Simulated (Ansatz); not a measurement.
**Ge: geometry relaxation (part 2 of 2)**

The same run, continued: Ge (Cccm, 6 atoms in the cell); DFT PBE, scalar-relativistic, plane waves, PAW, no spin polarisation (Ansatz 0.2.0); cutoff 420 eV, 10×10×6 k-mesh, Gaussian smearing of 0.1 eV. The structure was made by a generator, so it may or may not be a known phase.

Geometry of the input (Å; fractional positions):
```
2.3497  -4.4741  0.0000
2.3497  4.4741  0.0000
0.0000  0.0000  7.5078
Ge 0.5000  0.5000  0.7500
Ge 0.5000  0.5000  0.2500
Ge 0.3214  0.1075  0.5000
Ge 0.6786  0.8925  0.5000
Ge 0.1075  0.3214  0.0000
Ge 0.8925  0.6786  0.0000
```

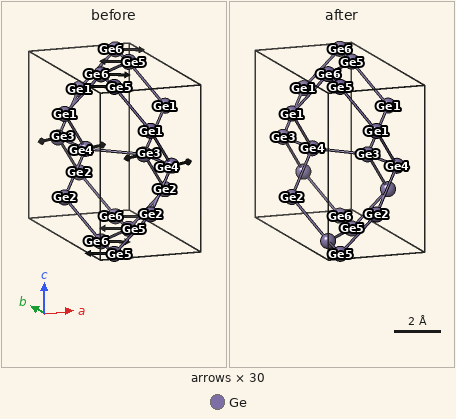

Figure 1. Before (left) and after (right) the relaxation, at one scale (ball-and-stick view of the cell 2 times as large as that of the calculation, set on its symmetry axes, seen slightly off an axis). The black arrows give the displacements (without the part carried along by the change of the cell), magnified 30 times. The largest moves relative to the cell, 0.044 Å, are those of Ge3, Ge4, Ge5 and Ge6. The volume changes by −1.9 %, with a 4.699 → 4.505 Å (−4.1 %), b 8.948 → 9.158 Å (+2.3 %), c 7.508 → 7.504 Å (0.0 %). Among the contacts that change: Ge3–Ge4 2.780 → 2.725 Å, Ge1–Ge3 2.498 → 2.505 Å. Among the angles that change: Ge4–Ge3–Ge4 141.0° → 145.9°, Ge1–Ge3–Ge4 97.2° → 93.9°. The space group stays Cccm (No. 66). Over 3 geometry steps the energy falls by 34.1 meV per cell of the calculation. Largest force component: 0.15 eV/Å at the start, 0.0077 eV/Å at the end. Pressure: 0.09 GPa at the start and −0.02 GPa at the end. A last SCF at the same geometry on a re-selected plane-wave basis shifts the energy by +0.4 meV per cell of the calculation. (Atoms are counted from 1 in the order of the input.)

```
basis re-selected at this cell: Δ(F+E_penalty+E_count) = +4.077e-4 eV, ΔP = +0.002 GPa vs the last step (what re-selecting the basis moved, of the pressure what is left beyond the Pulay correction that the steps carried, after the strain that the cell walked since its last selection, with what the two solves' SCF thresholds leave and, on support functions, any second-order correction that the steps lacked; it is no measure of the basis error at this ecutwfc). This SCF's stress stands 4.69e-2 GPa from its target on what of the cell is left free (relax.cell.stress_tol is 5.00e-2 GPa) and its largest allowed force component is 7.71e-3 eV/Å (relax.f_tol is 1.00e-2 eV/Å): within both
SCF converged after 8 iterations
Free energy (F): -25768.115843 eV
Harris-Foulkes:  -25768.115843 eV  (|F-HF|=1.46e-11)
Internal energy: -25768.102803 eV  (E = F + TS)
E sigma→0 (E₀):  -25768.109323 eV
Entropy (-TS):   -0.013040 eV (-2.173 meV/atom)
Fermi energy:    6.824018 eV
--- Per-component energies (eV) ---
  E_band       = -1019.384810
  E_kinetic    = 661.417029
  E_local      = -15698.550066  (includes V_loc(G=0)·N_el)
  E_nonlocal   = 2501.310035
  E_hartree    = 6879.347292
  E_xc         = -450.508403
  E_vxc        = -383.267425  (∫ρ·V_xc dr)
  E_paw        = -12109.056822  (= ΣΔE_a)
  E_vpaw       = -1858.991077  (= ΣTr[D̂ρ^β])
  E_aug_tail   = 0.002038  (compensation charges beyond the density's cutoff)
  E_ewald      = -7552.063906
  E_smearing   = -0.013040  (= −TS)
  E_closure    = -0.000000  (closes the sum)
  Σ components = -25768.115843   (vs F -25768.115843, Δ=0.00e0)
--- Forces (eV/Å), atoms counted from 1 ---
  atom   1  Ge     0.00000000     0.00000000    -0.00000000
  atom   2  Ge     0.00000000    -0.00000000     0.00000000
  atom   3  Ge     0.00770565    -0.00067722    -0.00000000
  atom   4  Ge    -0.00770565     0.00067722     0.00000000
  atom   5  Ge     0.00770565     0.00067722    -0.00000000
  atom   6  Ge    -0.00770565    -0.00067722     0.00000000
  max |Σ_I F_I| component: 1.11e-16 eV/Å
--- Stress (GPa, compression-positive) ---
       -0.046947       0.000000      -0.000000
        0.000000       0.005026       0.000000
       -0.000000       0.000000      -0.007924
  P = ⅓ Tr σ = -0.0166 GPa (-0.166 kbar)
--- Band table (eV; the first three rows and the last of 124) ---
  k-point 0: bands = ["-17.8253", "-17.8044", "-17.7977", "-17.7889", "-17.7666", "-17.7591", "-17.7528", "-17.7339", "-17.7220", "-17.7220", "-17.7218", "-17.7142", "-17.7036", "-17.6999", "-17.6934", "-17.6903", "-17.6720", "-17.6569", "-17.6262", "-17.6184", "-17.6082", "-17.5906", "-17.5793", "-17.5789", "-17.5475", "-17.5408", "-17.5185", "-17.5175", "-17.5151", "-17.4800", "-5.2246", "-3.4124", "-1.9146", "1.1798", "1.1804", "1.5625", "3.9099", "4.2923", "4.8897", "5.4361", "5.7845", "5.8068", "6.8718", "7.0385", "8.0251", "8.2640", "8.2873", "8.9749", "11.4683", "11.7455", "11.7987"]
  k-point 1: bands = ["-17.8244", "-17.8032", "-17.7971", "-17.7955", "-17.7691", "-17.7603", "-17.7508", "-17.7296", "-17.7262", "-17.7186", "-17.7151", "-17.7091", "-17.7036", "-17.7011", "-17.6928", "-17.6902", "-17.6758", "-17.6633", "-17.6235", "-17.6161", "-17.6065", "-17.5941", "-17.5859", "-17.5821", "-17.5428", "-17.5378", "-17.5186", "-17.5186", "-17.5115", "-17.4820", "-5.1577", "-3.7030", "-1.5170", "1.1850", "1.1855", "1.4157", "3.8762", "4.1998", "4.7256", "5.3276", "5.6676", "5.6700", "6.9351", "7.1812", "8.2529", "8.5448", "8.8483", "9.0623", "11.2604", "11.3631", "11.9306"]
  k-point 2: bands = ["-17.8212", "-17.8063", "-17.8001", "-17.7959", "-17.7743", "-17.7702", "-17.7352", "-17.7305", "-17.7226", "-17.7119", "-17.7110", "-17.7050", "-17.7048", "-17.6955", "-17.6904", "-17.6899", "-17.6826", "-17.6770", "-17.6182", "-17.6136", "-17.6039", "-17.6025", "-17.5957", "-17.5877", "-17.5359", "-17.5335", "-17.5193", "-17.5189", "-17.5044", "-17.4876", "-4.9583", "-4.1948", "-0.7199", "0.9349", "1.1955", "1.1957", "3.8045", "3.9179", "4.7075", "5.0955", "5.4669", "5.4749", "7.0755", "7.3087", "8.8174", "9.2622", "9.4724", "9.8486", "10.7712", "11.2444", "11.4009"]
  k-point 123: bands = ["-17.8201", "-17.8201", "-17.7987", "-17.7987", "-17.7882", "-17.7882", "-17.7628", "-17.7628", "-17.7041", "-17.7041", "-17.7025", "-17.7025", "-17.6752", "-17.6752", "-17.6700", "-17.6700", "-17.6554", "-17.6554", "-17.6506", "-17.6506", "-17.5861", "-17.5861", "-17.5799", "-17.5799", "-17.5475", "-17.5475", "-17.5312", "-17.5312", "-17.4985", "-17.4985", "-3.9179", "-3.9179", "-1.6529", "-1.6529", "0.9025", "0.9025", "4.1488", "4.1488", "4.2755", "4.2755", "6.2875", "6.2875", "9.5250", "9.5250", "10.2622", "10.2622", "10.5375", "10.5375", "10.6507", "10.6507", "11.7240"]
--- Relaxed structure (4 steps of the walk, 4 accepted, 1 SCFs on fresh bases) ---
  F+E_penalty+E_count = -25768.11584258 eV   max|allowed force component| = 7.706e-3 eV/Å   (the final SCF, on the basis selected at the relaxed cell)
  cell:  # Å, volume = 154.7847 Å³
    - [2.2523266413494993, -4.578912438348555, 5.468324278143944e-18]
    - [2.2523266413494993, 4.578912438348555, 5.468324278143933e-18]
    - [1.7472273084208644e-17, -8.762096142066836e-33, 7.5042009275843045]
  atoms:
    - { symbol: Ge, position: [0.5, 0.5, 0.7500000000000001] }
    - { symbol: Ge, position: [0.5, 0.5, 0.25] }
    - { symbol: Ge, position: [0.31479134394937625, 0.09664259366277742, 0.5] }
    - { symbol: Ge, position: [0.6852086560506239, 0.903357406337223, 0.5] }
    - { symbol: Ge, position: [0.09664259366277744, 0.3147913439493763, 3.034177918028832e-19] }
    - { symbol: Ge, position: [0.903357406337223, 0.6852086560506239, -3.0341779180288314e-19] }
```

### Trajectory as extended XYZ (Å, eV, eV/Å), 5 frames, from step=1 to step=5
```
6
Lattice="2.3497 -4.4741 0.0000 2.3497 4.4741 0.0000 0.0000 0.0000 7.5078" Properties=species:S:1:pos:R:3:forces:R:3 step=1 energy=-25768.08211 pressure_GPa=0.09
Ge    2.3497    0.0000    5.6308    0.0000   0.0000   0.0000
Ge    2.3497    0.0000    1.8769    0.0000   0.0000   0.0000
Ge    1.0078   -0.9572    3.7539   -0.1496   0.0269   0.0000
Ge    3.6916    0.9572    3.7539    0.1496  -0.0269   0.0000
Ge    1.0078    0.9572    0.0000   -0.1496  -0.0269   0.0000
Ge    3.6916   -0.9572    0.0000    0.1496   0.0269   0.0000
6
Lattice="2.3011 -4.5238 0.0000 2.3011 4.5238 0.0000 0.0000 0.0000 7.4725" Properties=species:S:1:pos:R:3:forces:R:3 step=2 energy=-25768.10709 pressure_GPa=0.00
Ge    2.3011    0.0000    5.6044    0.0000   0.0000   0.0000
Ge    2.3011    0.0000    1.8681    0.0000   0.0000   0.0000
Ge    0.9513   -0.9804    3.7362    0.0162   0.0269   0.0000
Ge    3.6510    0.9804    3.7362   -0.0162  -0.0269   0.0000
Ge    0.9513    0.9804    0.0000    0.0162  -0.0269   0.0000
Ge    3.6510   -0.9804    0.0000   -0.0162   0.0269   0.0000
6
Lattice="2.2370 -4.5780 0.0000 2.2370 4.5780 0.0000 0.0000 0.0000 7.5143" Properties=species:S:1:pos:R:3:forces:R:3 step=3 energy=-25768.11503 pressure_GPa=0.07
Ge    2.2370    0.0000    5.6357    0.0000   0.0000   0.0000
Ge    2.2370    0.0000    1.8786    0.0000   0.0000   0.0000
Ge    0.9128   -1.0000    3.7572    0.0429  -0.0074   0.0000
Ge    3.5612    1.0000    3.7572   -0.0429   0.0074   0.0000
Ge    0.9128    1.0000    0.0000    0.0429   0.0074   0.0000
Ge    3.5612   -1.0000    0.0000   -0.0429  -0.0074   0.0000
6
Lattice="2.2523 -4.5789 0.0000 2.2523 4.5789 0.0000 0.0000 0.0000 7.5042" Properties=species:S:1:pos:R:3:forces:R:3 step=4 energy=-25768.11625 pressure_GPa=-0.02
Ge    2.2523    0.0000    5.6282    0.0000   0.0000   0.0000
Ge    2.2523    0.0000    1.8760    0.0000   0.0000   0.0000
Ge    0.9267   -0.9989    3.7521    0.0077  -0.0008   0.0000
Ge    3.5780    0.9989    3.7521   -0.0077   0.0008   0.0000
Ge    0.9267    0.9989    0.0000    0.0077   0.0008   0.0000
Ge    3.5780   -0.9989    0.0000   -0.0077  -0.0008   0.0000
6
Lattice="2.2523 -4.5789 0.0000 2.2523 4.5789 0.0000 0.0000 0.0000 7.5042" Properties=species:S:1:pos:R:3:forces:R:3 step=5 energy=-25768.11584 pressure_GPa=-0.02
Ge    2.2523    0.0000    5.6282    0.0000   0.0000   0.0000
Ge    2.2523    0.0000    1.8760    0.0000   0.0000   0.0000
Ge    0.9267   -0.9989    3.7521    0.0077  -0.0007   0.0000
Ge    3.5780    0.9989    3.7521   -0.0077   0.0007   0.0000
Ge    0.9267    0.9989    0.0000    0.0077   0.0007   0.0000
Ge    3.5780   -0.9989    0.0000   -0.0077  -0.0007   0.0000
```

### Summary

- outcome: converged
- space group (tolerance 0.01 Å): Cccm (66)
- electrons treated: 84
- free energy: −25768.1158 eV
- Fermi energy: 6.824 eV
- gap on the k-point mesh: none (metallic)
- pressure: −0.02 GPa
- final volume: 154.78 Å³
- largest force (length of the vector) at the end: 0.008 eV/Å
- final cell: a = 5.103 Å, b = 5.103 Å, c = 7.504 Å, α = 90.00°, β = 90.00°, γ = 127.62°
- wall time: 3.3 min
- peak memory: 0.91 GiB
